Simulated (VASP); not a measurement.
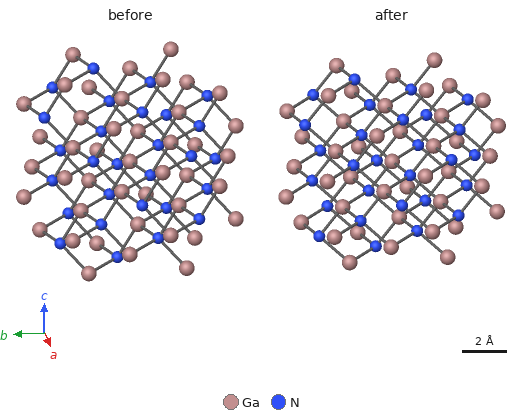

The structure of crystalline GaN (a generated structure, set up in Imm2) before (left) and after (right) a relaxation, at one scale.

The picture is a ball-and-stick view of the atoms within 5.8 Å of the atom that moves most (axes of the larger cell on standard axes (2 times the calculation's cell)), seen from a free direction.

The run lets cell and atoms move.

Method: Kohn-Sham DFT of a periodic cell, LDA, VASP PAW LDA potentials, recommended (VASP 6.6.1).

Input file:
```
PREC = Accurate
ENCUT = 220
EDIFF = 1E-6
ISMEAR = 0
SIGMA = 0.02
LREAL = F
LASPH = T
NELM = 100
ALGO = Normal
ISIF = 3
LWAVE = F
LCHARG = F
IBRION = 2
NSW = 40
EDIFFG = -0.02
LATTICE_CONSTRAINTS = .FALSE. .FALSE. .TRUE.
```

Run as
```bash
cat potpaw_LDA.64/Ga_d/POTCAR potpaw_LDA.64/N/POTCAR > POTCAR
mpirun -np 1 vasp_std > vasp.out
```

> Describe what moved and what it gained.

The energy falls by 368 meV per atom in 8 geometry steps. The largest force component goes from 0.048 to 0.016 eV/Å. Pressure: −90.51 GPa at the start and −48.53 GPa at the end. The largest moves relative to the cell, 0.055 Å, are those of Ga and N atoms. By element the largest moves are Ga 0.055 Å, N 0.055 Å. The volume changes by −11.6 %, with a = c 4.506 → 4.255 Å (−5.6 %), b unchanged at 4.520 Å, β 89.6° → 82.6°. Some distances before and after: Ga–N 1.949 → 1.874 Å, Ga–N 1.957 → 1.895 Å. Bond angles that change, for instance: N–Ga–N 109.1° → 97.1°, Ga–N–Ga 109.1° → 97.1°, N–Ga–N 109.5° → 114.9°. The space group stays Imm2 (No. 44). At step 1 the optimiser overshot: the energy rose above the start, and later steps came back. The volume changes by over a tenth within one run on a fixed set of plane waves, so the end point should be relaxed again from the new cell. It ran on 1 thread of AMD EPYC 7R13 Processor (Zen 3) (shared host).
